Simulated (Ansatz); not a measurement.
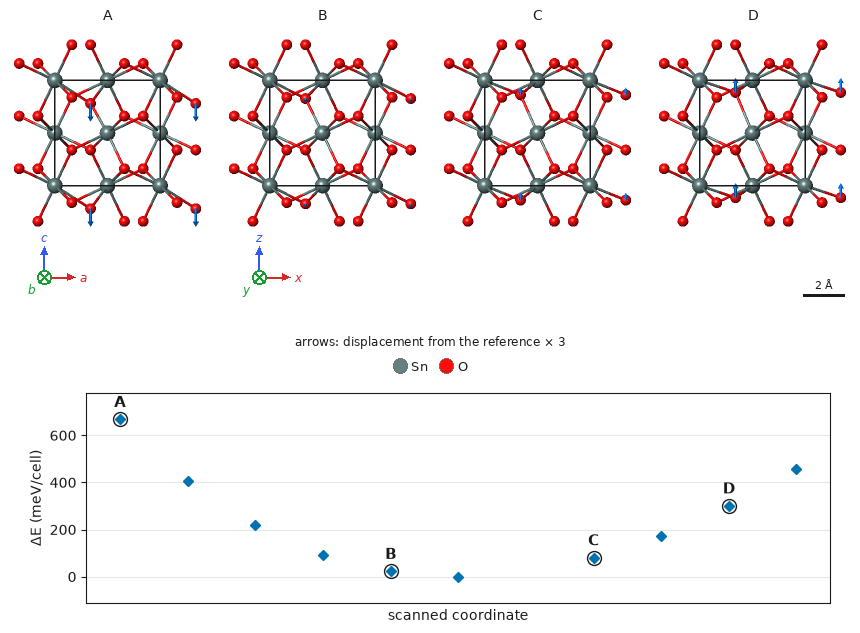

A scan of solid SnO2 (Pa-3) along one coordinate. A ball-and-stick model of the cell of the calculation, seen along the b axis. Blue arrows: displacements from the reference.

The calculation used Ansatz 0.2.0, DFT PBE, scalar-relativistic, plane waves, PAW. Set-up: plane-wave cutoff 420 eV; k-point mesh 8 × 8 × 8; occupations gaussian; smearing width 0.05 eV; no spin polarisation. Energies (free energies at the smearing named) are counted from the relaxed crystal.

Which coordinate changes from frame to frame?

An O atom (one in each cell of 12 atoms) is moved along Cartesian [0 0 1], all else fixed. In the frames the displacement is −0.30 Å (A), −0.06 Å (B), 0.12 Å (C), 0.24 Å (D). Of the computed points the lowest is at the displacement 0.00 Å, 0 meV/cell. At the ends of the scan the energy is 667 meV/cell (−0.30 Å) and 455 meV/cell (0.30 Å). The curvature at zero is about 12 eV/Å². The well is lopsided: at ±0.30 Å the energy is 1.5 times higher on the negative side. At the highest point the shortest interatomic distance is 1.87 Å, against 2.11 Å in the reference. The distortion takes the space group from Pa-3 to P1.
